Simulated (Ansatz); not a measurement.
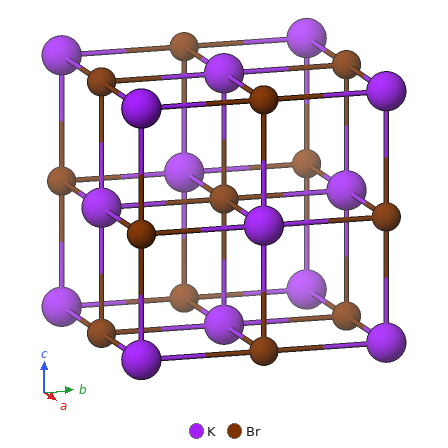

System: KBr, space group Fm-3m (No. 225). The picture shows the conventional cell.

Input file:
```
crystal:
  lattice:
    - [0.0, 3.1014012181, 3.1014012181]
    - [3.1014012181, 0.0, 3.1014012181]
    - [3.1014012181, 3.1014012181, 0.0]
  atoms:
    - { symbol: K, position: [0.0, 0.0, 0.0] }
    - { symbol: Br, position: [0.5, 0.5, 0.5] }
basis:
  ecutwfc: 420
kpoints:
  mp_grid: { grid: [6, 6, 6] }
hamiltonian:
  xc: lda
scf:
  occupations: { method: fixed }
output:
  eigenvalues: true
phonons:
  method: dfpt
  dielectric: true
  rigid_motions: translations
  eigenvectors: true
```

Launched with:
```bash
ansatz run input.yaml --threads 1 --pin off --max-ram 1228MiB --backend cpu --events-out ev --progress --plain --runs-dir out
```

Computed with Ansatz 0.2.0: optical phonons of an insulator on the approach to the zone centre along x, y and z with the field of polar modes, imaginary frequencies are negative, field response on a mesh refined by the program; plane waves with PAW datasets. Level: LDA, no spin polarisation.

wave cutoff 420 eV; k mesh 6×6×6; occupations fixed; pressure 2 GPa.

What does the calculation give for the polar optical modes, transverse and longitudinal, approaching the zone centre along x?

The transverse (TO, twofold) lines lie at 154.4 and the longitudinal (LO) ones at 191.4 cm⁻¹, the same along x, y and z by the cubic symmetry.

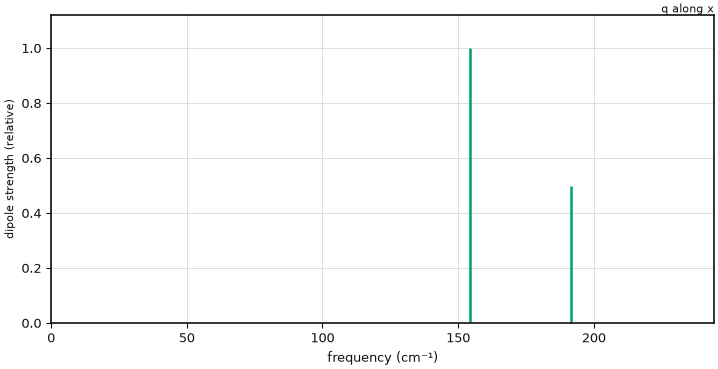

The spectrum is scaled to its strongest line.
